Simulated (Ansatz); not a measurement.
System: LiF.

Input

```
crystal:
  lattice:
    - [-0.0962879479, 1.967025221, 1.967025221]
    - [1.967025221, -0.0962879479, 1.967025221]
    - [1.967025221, 1.967025221, -0.0962879479]
  atoms:
    - { symbol: Li, position: [0.0, 0.0, 0.0] }
    - { symbol: F, position: [0.5, 0.5, 0.5] }
basis:
  ecutwfc: 500
kpoints:
  mp_grid: { grid: [12, 12, 12] }
hamiltonian:
  xc: r2scan
scf:
  occupations: { method: gaussian, width: 0.05 }
output:
  forces: true
  stress: true
  eigenvalues: true
  write_density: true
  write_potential: true
  elf: true
  volumetric_format: npy
```

Command:

```sh
ansatz run input.yaml --threads 1 --pin off --max-ram 2560MiB --backend cpu --events-out ev --progress --plain --runs-dir out
```

Below, planes, directions and counts refer to the conventional cell (a = 2.92 Å, b = 2.92 Å, c = 6.65 Å, α = 90.00°, β = 90.00°, γ = 120.00°).

Space group R-3m.

The calculation used Ansatz, DFT r2SCAN, scalar-relativistic, plane waves, PAW.

### What can the converged valence pseudo-density and electron localisation function tell about the bonding?

Li–F (2.02 Å): the density is about 0.26 e/Å³ at the midpoint; the ELF peaks at about 0.80 in the valence shell of F, 0.6 Å from its nucleus, and falls to about 0 next to Li (a closed-shell, largely ionic contact).

### Does the calculation make it a metal, or give it a gap?

It is gapped, with a Kohn–Sham gap of 9.8 eV on the k-point mesh, an upper bound to the gap of this method.

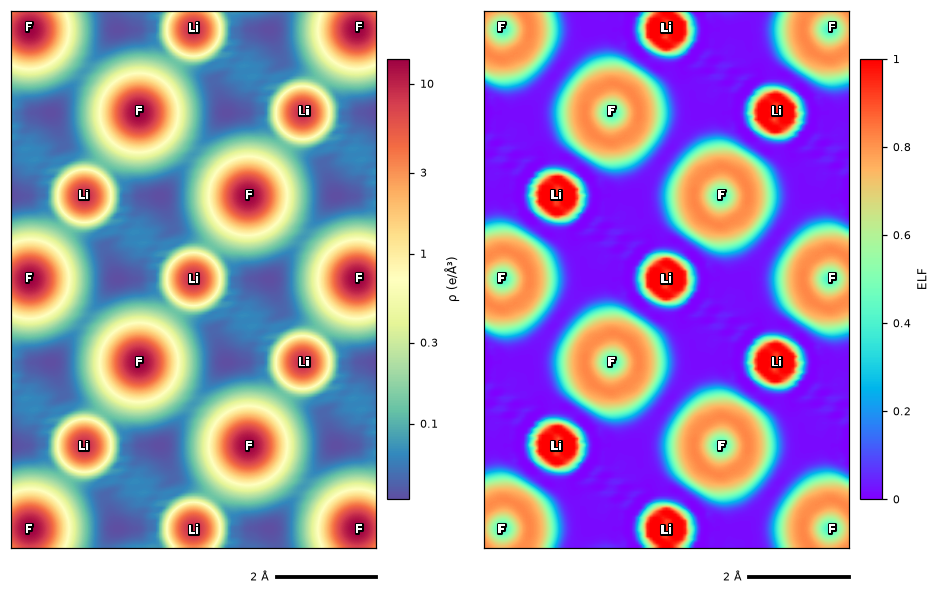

Computed valence pseudo-density and electron localisation function on the (110) plane of the conventional cell, in this order. 
